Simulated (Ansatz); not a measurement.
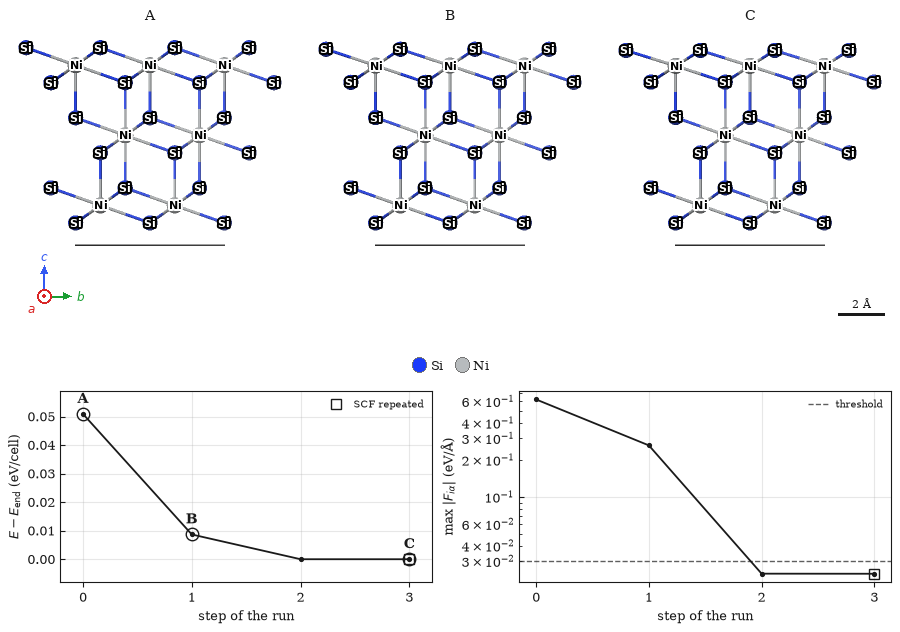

Frames of a constrained relaxation of a slab of composition Si$_{2}$Ni (cut from the Fm-3m phase), marked on the history of the run. A ball-and-stick model of the 1 × 2 repeat of the cell, outlined in the plane, without the vacuum, seen along the a axis.

Case: clean slab, lower half held. The slab is the (1 1 1) face of Si2Ni. 4 atoms are held fixed.

Computed with DFT PBEsol, scalar-relativistic, plane waves, PAW (Ansatz 0.2.0).

The input:
```yaml
crystal:
  lattice:
    - [3.812302362, 0.0, 0.0]
    - [-1.906151181, 3.3015506924, 0.0]
    - [0.0, 0.0, 24.7818296101]
  atoms:
    - { symbol: Si, position: [0.0, 0.0, 0.3429932387] }
    - { symbol: Ni, position: [0.6666666667, 0.3333333333, 0.374394591] }
    - { symbol: Si, position: [0.3333333333, 0.6666666667, 0.4057959432] }
    - { symbol: Si, position: [0.6666666667, 0.3333333333, 0.4685986477] }
    - { symbol: Ni, position: [0.3333333333, 0.6666666667, 0.5] }
    - { symbol: Si, position: [0.0, 0.0, 0.5314013523] }
    - { symbol: Si, position: [0.3333333333, 0.6666666667, 0.5942040568] }
    - { symbol: Ni, position: [0.0, 0.0, 0.625605409] }
    - { symbol: Si, position: [0.6666666667, 0.3333333333, 0.6570067613] }
basis:
  ecutwfc: 420
kpoints:
  mp_grid: { grid: [9, 9, 1] }
hamiltonian:
  xc: pbesol
scf:
  occupations: { method: gaussian, width: 0.1 }
output:
  forces: true
  eigenvalues: true
  write_density: true
  write_potential: true
  elf: true
  volumetric_format: npy
relax:
  adjacent_minimum: "off"
  f_tol: 0.03
  max_steps: 70
  constraints: [{ sites: [0, 1, 2, 3] }]
efield:
  axis: 3
  dipole_correction: true
  ramp_width: 0.04
```

Launched with:
```bash
ansatz run input.yaml --threads 4 --pin off --max-ram 10240MiB --backend cpu --events-out ev --progress --plain --runs-dir out
```

Question: Describe the path.

Answer: Over 2 accepted moves (3 points after the start) the energy falls by 50.9 meV per cell of the calculation. Largest force component: 0.62 eV/Å at the start, 0.024 eV/Å at the end. 1 step only repeated the SCF at the same geometry. The largest move is that of Si9, 0.12 Å along the normal (−c). By element the largest moves are Si 0.12 Å, Ni 0.03 Å. The cell stays as it was. Among the contacts that change: Si6–Ni8 2.335 → 2.293 Å, Ni8–Si9 2.335 → 2.305 Å, Si7–Ni8 2.335 → 2.316 Å, Ni5–Si7 2.335 → 2.352 Å. Bond angles that change, for instance: Ni8–Si9–Ni8 109.5° → 111.6°. From step 0 to 1: Si9 moves most (0.07 Å), energy −42.2 meV per cell of the calculation. From step 1 to 3: Si9 moves most (0.05 Å), energy −8.7 meV per cell of the calculation.

```json
{"step": "0", "E − E(0), meV/atom": "0.00", "largest force component, eV/Å": "0.6208", "note": ""}
{"step": "1", "E − E(0), meV/atom": "-4.69", "largest force component, eV/Å": "0.2626", "note": ""}
{"step": "2", "E − E(0), meV/atom": "-5.65", "largest force component, eV/Å": "0.0237", "note": ""}
{"step": "3", "E − E(0), meV/atom": "-5.65", "largest force component, eV/Å": "0.0237", "note": "same geometry, SCF repeated"}
```

Limits of the set-up: an element that often carries a moment was run without spin polarisation.
